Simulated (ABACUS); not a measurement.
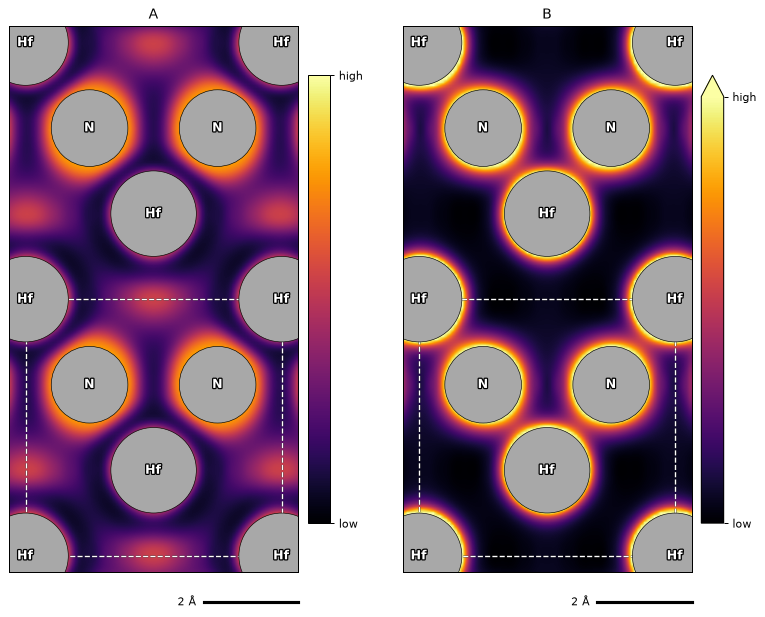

HfN: 2 fields on the (110) plane of the conventional cell, with unlabelled colour scales. Grey discs cover the atomic cores.

Space group P6₃/mmc; a structure from a database of computed crystals, not necessarily the ambient phase; computed pressure about 5 GPa in this cell.

Method: ABACUS 3.10.1, Kohn-Sham DFT of a periodic cell, PBE, PseudoDojo NC SR 0.4.1 PBE standard.

### Match the panels to the quantities (electron localisation function and valence pseudo-density).

Panel A: electron localisation function. Panel B: valence pseudo-density. From the grid: Hf–N (2.26 Å): ρ is about 0.48 e/Å³ halfway; the ELF peaks at about 0.80 in the valence shell of N, 0.6 Å from its nucleus, and is about 0.20 at the midpoint; no localised pair shows between them.
